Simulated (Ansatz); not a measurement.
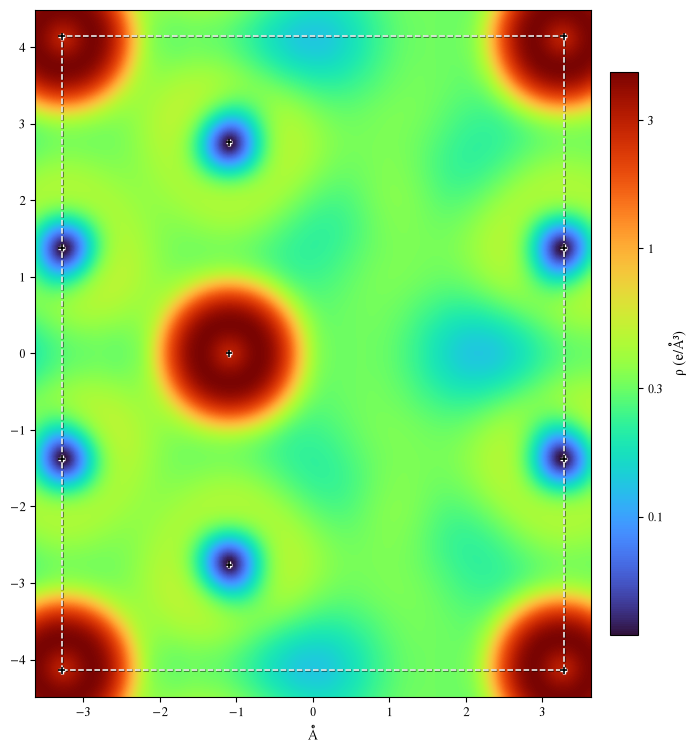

The valence electron density on a plane through atoms (crosses mark nuclei in the plane).

Level of theory: Kohn-Sham DFT of a periodic cell, r2SCAN, Ansatz PAW in Ansatz 0.2.0.

Candidates:
A. Ge, a = 5.30 Å, b = 5.81 Å, c = 10.30 Å, α = 90.00°, β = 90.00°, γ = 90.00°. Space group Fmmm; a structure from a database of computed crystals, not necessarily the ambient phase; computed pressure about −4 GPa in this cell.
B. TaSi₂, a = 4.78 Å, b = 4.78 Å, c = 6.56 Å, α = 90.00°, β = 90.00°, γ = 120.00°. Space group P6₂22; not relaxed (largest force 0.8 eV/Å).

> Which candidate gave the map?

Candidate B: TaSi₂ on the (110) plane of the conventional cell, which holds Ta and Si. Ta–Si (2.59 Å): the density is about 0.4 e/Å³ at the midpoint. Ta–Si (2.76 Å): the density is about 0.33 e/Å³ at the midpoint.
